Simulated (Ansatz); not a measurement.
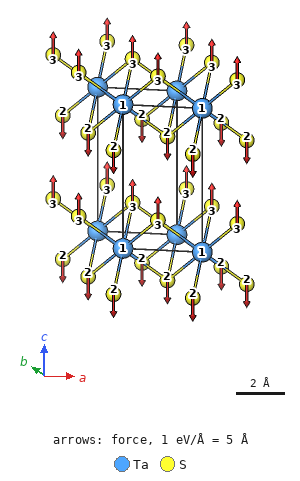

Starting geometry of crystalline TaS2 (set up in P-3m1) with the computed forces as red arrows. Style: ball-and-stick. Shown: the cell of the calculation, slightly off an axis.

These are results of DFT PBE, scalar-relativistic, plane waves, PAW (Ansatz 0.2.0), not measurements. Settings: plane-wave cutoff 420 eV; k-point mesh 15 × 15 × 8; occupations gaussian; smearing width 0.1 eV; no spin polarisation; cell and atoms relaxed; force threshold 0.005 eV/Å; at most 80 steps.

Q: What follows when this structure is relaxed?

A: It isn't relaxed: the largest force vector, on S atoms, is 0.21 eV/Å. Measured relative to the changing cell, the final displacements run against the starting forces (cosine between the two patterns −1.00). The largest moves relative to the cell, 0.13 Å, are those of S2 and S3. S3 goes along −c. Ta stays in place. Cell: a = b 3.383 → 3.377 Å (−0.2 %), c 6.168 → 6.763 Å (+9.7 %). Volume +9.3 %. Near-neighbour distances that change, for instance: Ta1–S2 2.472 → 2.481 Å, Ta1–Ta1 3.383 → 3.377 Å. The space group stays P-3m1 (No. 164). After 8 accepted moves (10 points after the start) the energy has fallen by 5.4 meV per atom. The largest force component goes from 0.21 to 0.00041 eV/Å. Pressure: 1.29 GPa at the start and 0.00 GPa at the end. The SCF was repeated twice at an unchanged geometry on a basis and grid sized afresh for the cell, which shifted the energy by 0.5 meV per atom at most.
